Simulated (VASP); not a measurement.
## Cu: 7 runs along one coordinate

System: Cu (Cmcm, 2 atoms in the cell).
Method: Kohn-Sham DFT of a periodic cell, PBE, VASP PAW PBE potentials, recommended, no spin polarisation (VASP 6.6.1).

The 7 runs differ only in the geometry, by an even scaling of the cell at fixed fractional positions. The structure derives from a Materials Project entry.

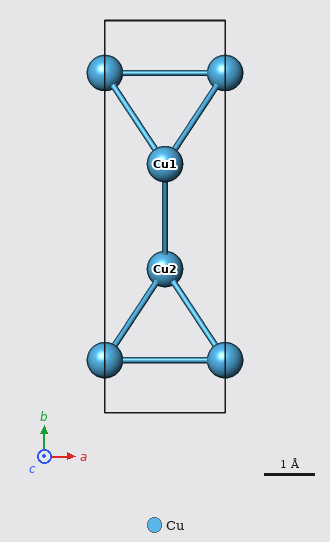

Figure 1. The structure of run 4 (ball-and-stick view of the cell 2 times as large as that of the calculation, set on its symmetry axes, along the c axis; atoms are numbered from 1 in the order of the input).

**INCAR of run 4**
```
SYSTEM = Cu
PREC = Accurate
ENCUT = 520
EDIFF = 1E-7
ISMEAR = -1
SIGMA = 0.05
LREAL = .False.
LASPH = .True.
NELM = 60
ALGO = Normal
ISIF = 2
LWAVE = .False.
LCHARG = .False.
GGA = PE
NBANDS = 18
```

**KPOINTS of run 4**
```
Automatic mesh
0
Gamma
  11 11 11
  0 0 0
```

**POSCAR of run 4**
```
Cu
1.0
    1.2184636900     -3.9763780104      0.0000000000
    1.2184636900      3.9763780104      0.0000000000
    0.0000000000      0.0000000000      2.4754955235
Cu
2
Direct
    0.8661333500      0.1338666500      0.7500000000
    0.1338666500      0.8661333500      0.2500000000
```

Command:
```bash
cat potpaw_PBE.64/Cu/POTCAR > POTCAR
mpirun -np 1 vasp_std > vasp.out
```

Run 2 has the same physical settings and fractional positions; its lattice vectors (Å) are:
```
   1.201996   -3.922637    0.000000
   1.201996    3.922637    0.000000
   0.000000    0.000000    2.442039
```

**Results, with one run withheld**

```csv
run,volume per atom (Å³),"free energy per atom, from the lowest run given (meV)",pressure (GPa)
1,11.274,69.49,18.55
2,11.514,?,?
3,11.754,26.19,10.47
4,11.994,12.95,7.08
5,12.234,4.49,4.05
6,12.474,0.34,1.36
7,12.714,0.00,−1.04
```

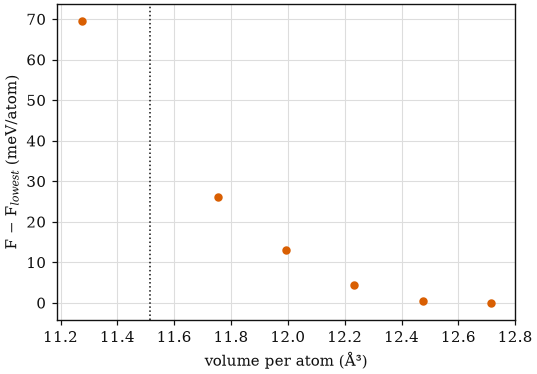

Figure 2. Free energy per atom of the runs given; the dotted line marks run 2.

Fit the runs given and predict run 2.

A cubic polynomial in V^(−2/3) (the Birch–Murnaghan form), fitted to the 6 runs given, misses them by at most 0.01 meV per atom. With x = V^(−2/3) − 0.19017 Å⁻², it reads F = 10.232 + 3761 x + 3.4059e+05 x² + 8.3944e+05 x³ (meV per atom). At run 2 it gives 44.82 meV per atom, and the run itself gives 44.82. The slope of the fit gives a pressure −dF/dV of 14.37 GPa there, and the run prints 14.27 GPa. The two needn't agree exactly: the fit is approximate, and the printed stress is taken on a finite basis. The fit has its minimum at 12.615 Å³ per atom, where V d²F/dV² gives 125 GPa. Cell shape and fractional positions are held, so this is the stiffness under even scaling; the relaxed bulk modulus wasn't computed.

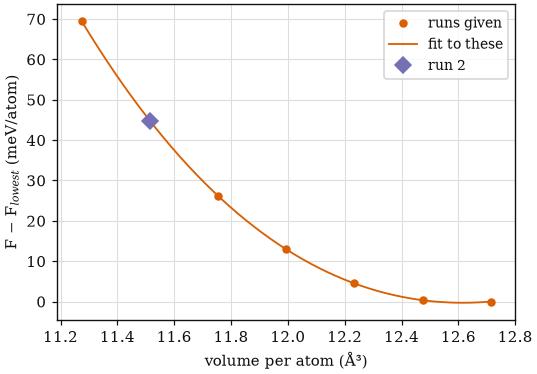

Figure 3. The fit and the withheld run.

**OSZICAR and lines of OUTCAR (run 2)**
```
N       E                     dE             d eps       ncg     rms          rms(c)
DAV:   1     0.122775463265E+03    0.12278E+03   -0.10445E+04  8322   0.221E+03
DAV:   2    -0.235435693164E+01   -0.12513E+03   -0.11857E+03  7802   0.289E+02
DAV:   3    -0.877297495213E+01   -0.64186E+01   -0.62022E+01  8600   0.877E+01
DAV:   4    -0.884322754206E+01   -0.70253E-01   -0.70203E-01  9308   0.101E+01
DAV:   5    -0.884414422774E+01   -0.91669E-03   -0.91665E-03  9534   0.988E-01    0.108E+01
DAV:   6    -0.774120259420E+01    0.11029E+01   -0.10692E+01  8364   0.935E+01    0.502E+00
DAV:   7    -0.711773195496E+01    0.62347E+00   -0.20303E+00  8456   0.379E+01    0.809E-01
DAV:   8    -0.709601376130E+01    0.21718E-01   -0.20632E-02  9634   0.175E+00    0.493E-01
DAV:   9    -0.709170108847E+01    0.43127E-02   -0.56870E-03  9750   0.209E+00    0.504E-02
DAV:  10    -0.709162904554E+01    0.72043E-04   -0.25024E-04 11888   0.162E-01    0.843E-03
DAV:  11    -0.709163162447E+01   -0.25789E-05   -0.37307E-06  9554   0.187E-02    0.532E-03
DAV:  12    -0.709163035327E+01    0.12712E-05   -0.52824E-07 10532   0.153E-02    0.103E-03
DAV:  13    -0.709163010622E+01    0.24705E-06   -0.22350E-08  4710   0.363E-03    0.189E-04
DAV:  14    -0.709163008664E+01    0.19581E-07   -0.62249E-09  4524   0.887E-04
   1 F= -.70916301E+01 E0= -.70896812E+01  d E =-.389770E-02
[... from OUTCAR:]
  free energy    TOTEN  =        -7.09163009 eV
  energy without entropy =       -7.08773238  energy(sigma->0) =       -7.08968124
 E-fermi :   7.9321     XC(G=0): -12.8367     alpha+bet :-13.7694
  free  energy   TOTEN  =        -7.0916300866 eV
  energy  without entropy=       -7.0877323843  energy(sigma->0) =       -7.08968124
```
